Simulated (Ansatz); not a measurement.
# Geometry relaxation of Mo14S27 (charge −1) (part 3 of 5)

Mo14S27 (defect cell, 41 atoms in the cell, total charge −1); DFT r2SCAN, scalar-relativistic, plane waves, PAW, spin-polarised (Ansatz 0.2.0); cutoff 500 eV, 2×2×2 k-mesh, Gaussian smearing of 0.01 eV, collinear spins. The structure derives from a Materials Project entry. It belongs to a series of runs on one base structure; here: S vacancy (site f), charge -1, atoms relaxed at the host's cell, started again with a moment of 3 μB.

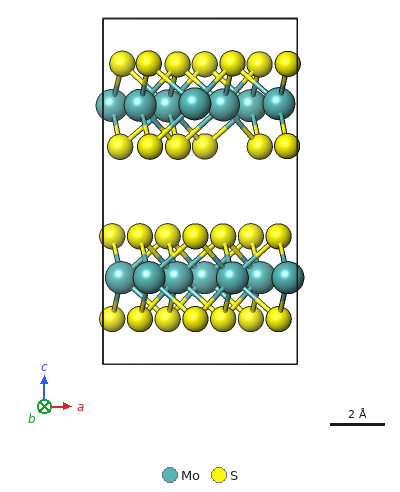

**Figure 1.** The geometry at step 2 of the log (ball-and-stick view of the cell of the calculation, along the b axis).

What the program printed, continued
```
SCF iter   1: F=—  HF=-94031.290509 eV  |F-HF|=—  |Δ(HF+E_count)|=         —  Δρ=4.18e-7 (↑3.94e-7 ↓4.18e-7)  dr2=2.63e-9  dr2_τ=1.18e-10  dr2_m=9.91e-10  M=1.000 μB ∫|m|=1.912 μB  β_m=1.00  ethr=1.00e-12  ⟨swp⟩=3.8  Hψ=14383  notcnv=0
preconditioner: auto → Resta (q_TF=auto, 2.388 Å⁻¹)  ε∞=7.6  [insulator: Δε(μ)=0.307 eV  Ē_g=8.037 eV  σ=0.010 eV  W_gap=1.00  n_scr=182 (ndim 8)  ℏωp=20.7 eV  f_vac=0.053  D(μ)=0.00/eV (n_scr^D=0)  ε∞_Penn≈7.6]
spin=Collinear: Resta preconditioning applied to the charge; magnetization (m = ρ↑ − ρ↓) channel mixes plain (no charge-response kernel on spin).
SCF iter   2: F=—  HF=-94031.290509 eV  |F-HF|=—  |Δ(HF+E_count)|=   5.41e-9  Δρ=1.92e-7 (↑1.79e-7 ↓1.92e-7)  dr2=2.03e-9  dr2_τ=1.20e-11  dr2_m=1.08e-10  M=1.000 μB ∫|m|=1.912 μB  β_m=1.00  ethr=1.00e-12  ⟨swp⟩=2.8  Hψ=6253  notcnv=0  κ⁻¹=1.0e0(r=1)
SCF iter   3: F=-94031.290509 eV  HF=-94031.290509 eV  |F-HF|=1.75e-10  |Δ(HF+E_count)|=   5.85e-9  Δρ=2.80e-7 (↑2.80e-7 ↓1.61e-7)  dr2=2.29e-9  dr2_τ=4.65e-11  dr2_m=2.05e-10  M=1.000 μB ∫|m|=1.912 μB  ethr=1.00e-12  ⟨swp⟩=7.4  Hψ=19074  notcnv=0
the starting moments were not kept: 1 of 3 ended reversed and 2 kept their direction, counting a site from 0.1 of the cell's largest site moment. The largest reversed, site 8 (counted from 0, in the order of the report's site_moments_mub), started with +1.0 μB and closes at -1.3e-1 μB in its sphere.
SCF 3 converged in 3 iterations: F = -94031.290509 eV  dr2 = 2.29e-9
SCF converged after 3 iterations
Stability not checked: this state was not tested for a lower state beside it, because the mixer in use, unlike msr1, does not test its closes by its own steps (another_mixer; see scf.mixing.algorithm and scf.lower_state_search)
Magnetization: 1.0000 μB (180.0000 up, 179.0000 down)
Absolute magnetization: 1.9239 μB (∫|ρ↑−ρ↓|, with the PAW one-centre terms)
Spin contamination: 0.1344 ħ² per cell (⟨S²⟩ above its minimum at these occupations)
Per-site moments (μB) at R_I (Å): [(0.0025159517494714578, 0.9927665510256547), (0.001257495105297878, 0.9929087925443622), (0.0018848452071288226, 0.9930268859806365), (0.000887248441950857, 0.9929511765558634), (0.0009267301232148904, 0.9930153195454394), (0.002433111657927424, 0.9930133191548118), (0.0020063665178865456, 0.9929399679046008), (0.4013199112999195, 0.9765873940409174), (-0.12676929738987106, 0.9781200382671476), (-0.0060646123318259795, 0.9870387497199675), (-0.048430622140798046, 0.9895582573191324), (-0.007139005077736953, 0.9924603428679657), (0.4193635242969692, 0.9765203330425489), (0.002664626504451812, 0.9894274536543592), (0.0072539366841649746, 0.9894274536543592), (0.009999424035656058, 0.9902816882411235), (0.0030716237072113844, 0.9895582573191324), (0.004468233033709171, 0.9903396790826454), (-0.0008311706827702416, 0.9887229670373898), (0.0013016146924352703, 0.9870387497199675), (0.0005336127684457283, 0.9929399679046008), (0.0008133376303902323, 0.9929087925443622), (0.0005408494351771289, 0.9931166157788983), (0.0004644410780915781, 0.9932680774222338), (0.00024996757238091797, 0.9932131151919976), (0.00046026933232968235, 0.9929511765558634), (0.0005652310902077323, 0.9931275441824324), (-0.013562609063550841, 0.9781200382671476), (0.006670369805291864, 0.9893369255147713), (0.009066813348460233, 0.9884206163113778), (0.009067755098658415, 0.9919910217795808), (0.007838663026531498, 0.9905410103055405), (-0.0005343924577933467, 0.9765203330425489), (-0.0017869351057225318, 0.9765873940409174), (7.325603460961642e-5, 0.992781054701004), (0.00030742503707640564, 0.9927665510256547), (0.00025292712637305895, 0.9930795380377885), (3.132132646713692e-5, 0.9930684938661302), (0.0003303269916362651, 0.9931082116594825), (5.986961582597047e-5, 0.9928242706144956), (0.00018529853865158474, 0.9930351181525573)]
Free energy (F): -94031.290509 eV
Harris-Foulkes:  -94031.290509 eV  (|F-HF|=1.75e-10)
Internal energy: -94031.290509 eV  (E = F + TS)
E sigma→0 (E₀):  -94031.290509 eV
Fermi energy:    10.371167 eV
--- Per-component energies (eV) ---
  E_band       = -2898.684575
  E_kinetic    = 9064.704295
  E_local      = -31231.318231  (includes V_loc(G=0)·N_el)
  E_nonlocal   = 2754.396698
  E_hartree    = 12233.444960
  E_xc         = -4988.542589
  E_vxc        = -6155.462384  (∫ρ·V_xc dr)
  E_paw        = -61494.129800  (= ΣΔE_a)
  E_vpaw       = -2155.336972  (= ΣTr[D̂ρ^β])
  E_aug_tail   = 0.000125  (compensation charges beyond the density's cutoff)
  E_vtau       = 357.443192  (kinetic-family band-sum trace: ∫τ·v_τ [+ j·A + Jᵃ·Aᵃ] dr)
  E_ewald      = -20363.785413
  E_core_change = -6.060554  (= ΣΔE_core)
  E_smearing   = -0.000000  (= −TS)
  E_closure    = -0.000000  (closes the sum)
  E_deformation_potential = -15.719649  (in the stress; not in F)
  Σ components = -94031.290509   (vs F -94031.290509, Δ=0.00e0)
--- Forces (eV/Å), atoms counted from 1 ---
  atom   1  Mo    -0.00025839    -0.00020135    -0.00119016
  atom   2  Mo    -0.00024095    -0.00000036    -0.00114298
  atom   3  Mo    -0.00003734    -0.00022792    -0.00115822
  atom   4  Mo     0.00011160     0.00017194    -0.00104848
  atom   5  Mo     0.00051208     0.00008479    -0.00095910
  atom   6  Mo     0.00003646     0.00004299    -0.00120946
  atom   7  Mo    -0.00013382    -0.00017237    -0.00128445
  atom   8  Mo    -0.01392642    -0.01265624    -0.02194754
  atom   9  Mo     0.01724352    -0.00881995    -0.00863552
  atom  10  Mo     0.00295135    -0.00827273    -0.00201211
  atom  11  Mo    -0.00111482    -0.00098282     0.00007459
  atom  12  Mo     0.00005122    -0.00399078    -0.00161590
  atom  13  Mo     0.00659244     0.01203089    -0.01490470
  atom  14  Mo     0.00008806     0.00210544     0.00368812
  atom  15  S     -0.00015193    -0.00030102     0.00518464
  atom  16  S      0.00067371    -0.00201240     0.00776190
  atom  17  S     -0.00141778     0.00024815    -0.00212771
  atom  18  S      0.00332859    -0.00089509     0.00275426
  atom  19  S     -0.00083201     0.00112684     0.00018621
  atom  20  S     -0.00309559    -0.00607352     0.01075369
  atom  21  S      0.00043493    -0.00023721    -0.00021503
  atom  22  S     -0.00027960    -0.00028878    -0.00027256
  atom  23  S     -0.00001767    -0.00009893     0.00000612
  atom  24  S     -0.00003710     0.00005468    -0.00029291
  atom  25  S     -0.00012537    -0.00007447     0.00000942
  atom  26  S      0.00005489     0.00056739    -0.00023513
  atom  27  S     -0.00000182    -0.00015949    -0.00063843
  atom  28  S     -0.00122506     0.00144850     0.00957322
  atom  29  S     -0.00408751     0.00778350     0.00041688
  atom  30  S     -0.00576445     0.00651369    -0.00032349
  atom  31  S      0.00293502     0.00125178     0.00249070
  atom  32  S     -0.00260818     0.00205012     0.00577564
  atom  33  S     -0.00687370     0.00017446     0.00247114
  atom  34  S      0.00734621     0.00982049     0.00754794
  atom  35  S     -0.00015056     0.00005395     0.00026372
  atom  36  S      0.00028334     0.00005178     0.00025745
  atom  37  S     -0.00006650    -0.00001728     0.00057764
  atom  38  S      0.00001169    -0.00003812     0.00026475
  atom  39  S     -0.00009717    -0.00001537     0.00058078
  atom  40  S     -0.00003104     0.00000476     0.00038827
  atom  41  S     -0.00005192    -0.00006758     0.00017915
  max |Σ_I F_I| component: 2.84e-5 eV/Å
--- Charged-cell corrections in eV (Makov–Payne, q = -1.000 e, ε = [14.220, 14.220, 4.811]) ---
  F (periodic)     = -94031.290509  (uncorrected; the corrections below are reported, never added to it)
  E_corr1          = +0.104162  (monopole, q²α_M/2ε̄L, of the cell on which ε is isotropic)
  F Makov-Payne    = -94031.186347  (F + E_corr1; no measured alignment; for a localised charge, not one spread in a band: unchecked)
  no potential alignment in this run, which stands beside a crystal: run the host's input off ansatz write-host-input, and read the two finished runs by ansatz place-levels (neither reads a slab, a wire or a sheet, whose cell leaves a vacuum)
--- Band table (eV; the first three rows and the last of 16) ---
  k-point 0 ↑: bands = ["-54.3991", "-54.3640", "-54.3639", "-54.3637", "-54.3636", "-54.3631", "-54.3606", "-53.5270", "-53.5114", "-53.4816", "-53.4413", "-53.3754", "-53.3662", "-53.3224", "-27.9043", "-27.9042", "-27.9041", "-27.9040", "-27.9032", "-27.9031", "-27.7926", "-27.7213", "-27.7213", "-27.7212", "-27.7212", "-27.7206", "-27.7175", "-27.7007", "-27.7005", "-27.7003", "-27.7002", "-27.6994", "-27.6992", "-27.5875", "-27.5875", "-27.0519", "-27.0292", "-27.0026", "-26.9962", "-26.9771",
      "-26.9011", "-26.8819", "-26.8671", "-26.8328", "-26.8191", "-26.8131", "-26.7968", "-26.7826", "-26.7762", "-26.7700", "-26.7578", "-26.7455", "-26.7387", "-26.6798", "-26.6161", "-26.5166", "-6.3657", "-5.4172", "-4.9680", "-4.7409", "-4.7407", "-4.7406", "-4.7402", "-4.7392", "-4.7388", "-4.3254", "-4.3251", "-4.3247", "-4.3247", "-4.3241", "-4.3238", "-4.0736", "-3.9661", "-3.9474", "-3.9103", "-3.9087", "-3.8846", "-3.6620", "-3.5344", "-3.5267",
      "-3.4755", "-3.4682", "-3.4312", "2.4785", "2.9606", "2.9612", "2.9618", "2.9623", "2.9636", "2.9675", "3.5514", "3.7373", "3.7392", "3.7396", "3.7402", "3.7406", "3.7409", "3.7687", "3.7979", "3.8153", "3.9240", "3.9694", "4.0019", "4.4148", "4.4753", "4.4764", "4.4786", "4.4793", "4.4800", "4.4945", "4.5695", "4.5842", "4.6417", "4.8726", "4.9042", "4.9871", "4.9973", "4.9989", "5.0049", "5.0383",
      "5.0761", "5.2539", "5.2857", "5.3158", "5.4574", "5.4670", "5.6194", "5.6199", "5.6459", "5.8448", "5.8778", "5.8926", "6.0087", "6.1481", "6.1818", "6.1898", "6.1919", "6.1932", "6.1934", "6.1992", "6.2200", "6.4596", "6.5969", "6.6078", "6.7761", "6.7762", "6.9151", "6.9187", "6.9213", "6.9240", "6.9293", "6.9302", "6.9392", "7.0604", "7.0813", "7.1384", "7.4046", "7.4390", "7.5944", "7.6213",
      "7.6456", "7.6590", "7.6593", "7.6627", "7.6630", "7.6650", "7.6704", "7.6788", "7.7155", "7.8225", "8.3208", "8.3798", "8.4304", "8.4730", "8.4993", "8.5251", "8.6913", "9.2151", "9.5977", "10.2033", "10.6583", "10.6699", "10.6727", "10.6796", "10.7071", "10.7250", "10.8942", "11.1078", "11.1090", "11.1101", "11.1153", "11.1196", "11.1241", "11.3628", "11.3631", "11.6176", "11.6181", "11.6472", "11.6907", "11.7195",
      "11.7236", "11.7590", "11.7865", "11.7931", "11.7959", "11.7971", "11.8057", "11.8102", "11.9445", "11.9881", "12.0763", "12.0948", "12.1327", "12.1393", "12.1848", "12.3618", "12.3744", "12.6897", "12.7133", "12.7701", "12.8249", "12.8409"]
  k-point 1 ↑: bands = ["-54.3991", "-54.3640", "-54.3639", "-54.3637", "-54.3636", "-54.3631", "-54.3606", "-53.5270", "-53.5114", "-53.4816", "-53.4413", "-53.3754", "-53.3662", "-53.3224", "-27.9043", "-27.9042", "-27.9041", "-27.9040", "-27.9032", "-27.9031", "-27.7926", "-27.7214", "-27.7213", "-27.7212", "-27.7212", "-27.7206", "-27.7175", "-27.7007", "-27.7005", "-27.7003", "-27.7002", "-27.6994", "-27.6992", "-27.5875", "-27.5875", "-27.0519", "-27.0292", "-27.0026", "-26.9962", "-26.9771",
      "-26.9011", "-26.8819", "-26.8671", "-26.8328", "-26.8191", "-26.8131", "-26.7968", "-26.7826", "-26.7762", "-26.7700", "-26.7578", "-26.7455", "-26.7387", "-26.6798", "-26.6161", "-26.5166", "-6.3638", "-5.4359", "-4.9404", "-4.7403", "-4.7402", "-4.7401", "-4.7396", "-4.7388", "-4.7383", "-4.3279", "-4.3276", "-4.3273", "-4.3267", "-4.3263", "-4.3241", "-4.0855", "-3.9625", "-3.9441", "-3.9074", "-3.9058", "-3.8822", "-3.6620", "-3.5359", "-3.5281",
      "-3.4768", "-3.4695", "-3.4324", "2.5586", "2.9687", "2.9691", "2.9691", "2.9697", "2.9700", "2.9704", "3.3998", "3.6906", "3.6981", "3.7022", "3.7207", "3.7239", "3.7392", "3.8058", "3.8349", "3.8485", "3.9312", "3.9859", "4.0165", "4.3417", "4.3937", "4.3978", "4.4166", "4.4484", "4.4506", "4.5648", "4.6682", "4.6810", "4.7233", "4.8594", "4.8922", "4.9249", "4.9324", "4.9376", "4.9923", "5.0655",
      "5.1036", "5.3242", "5.3514", "5.3754", "5.4834", "5.4920", "5.6194", "5.6199", "5.6589", "5.8461", "5.8768", "5.8923", "6.1195", "6.1454", "6.1738", "6.2028", "6.2035", "6.2051", "6.2403", "6.2569", "6.2744", "6.5969", "6.6069", "6.6284", "6.7763", "6.7765", "6.8282", "6.8671", "6.8713", "6.8752", "6.8938", "6.8947", "6.9970", "7.0837", "7.0961", "7.1222", "7.2511", "7.4040", "7.4396", "7.5708",
      "7.5841", "7.6062", "7.6099", "7.6333", "7.6627", "7.6766", "7.6942", "7.6980", "7.7184", "7.7543", "8.3229", "8.4276", "8.4511", "8.4932", "8.5260", "8.6855", "8.7172", "9.2410", "9.5495", "10.2143", "10.7191", "10.7304", "10.7422", "10.7431", "10.7442", "10.7478", "10.8615", "11.1198", "11.1263", "11.1267", "11.1269", "11.1274", "11.1291", "11.3624", "11.3627", "11.4237", "11.4465", "11.4874", "11.5329", "11.5436",
      "11.6191", "11.6197", "11.7162", "11.9063", "11.9341", "11.9653", "11.9779", "11.9839", "11.9959", "12.0730", "12.0943", "12.1141", "12.1459", "12.1629", "12.1958", "12.3568", "12.3698", "12.6518", "12.6777", "12.7393", "12.8002", "12.8142"]
```
